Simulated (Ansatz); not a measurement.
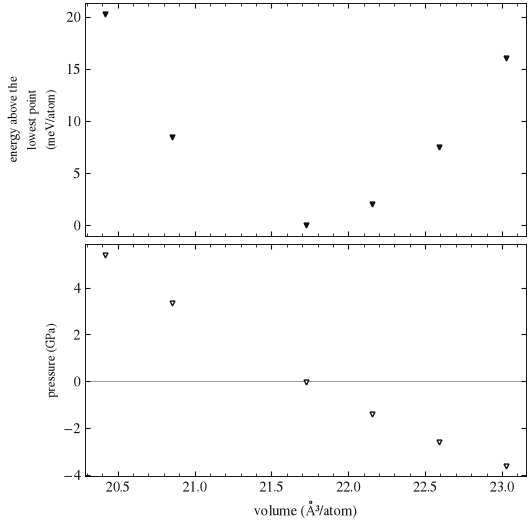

Plotted: energy above the lowest point and pressure against volume for Tb, space group Fd-3m (No. 227) (one of a set of cubic test structures, which need not be the stable phase).

How it was computed, with Ansatz 0.2.0 development build: equation of state of a cubic crystal from periodic Kohn-Sham density functional theory without spin, third-order Birch-Murnaghan fit to the free energies; pressure corrected for the finite basis. Level: PBE.

structure type diamond; atoms in cell 2; space group number 227; lattice centring face-centred primitive; k mesh 34×34×34; occupation method Fermi–Dirac; occupation width 0.06123 eV; wave cutoff 420 eV; datasets soft-1 PAW; density tolerance 1e−07 eV; bands 30; density cutoff ratio 4; search for lower states default.

The point at volume 21.29 Å³/atom is left out of the plot. What does the calculation give there?

| volume (Å³/atom) | energy above the lowest point (meV/atom) | pressure (GPa) |
| --- | --- | --- |
| 21.29 | 1.9 | 1.521 |

Limits of the calculation: cubic model structure, not the ambient form; open f shell treated without spin.
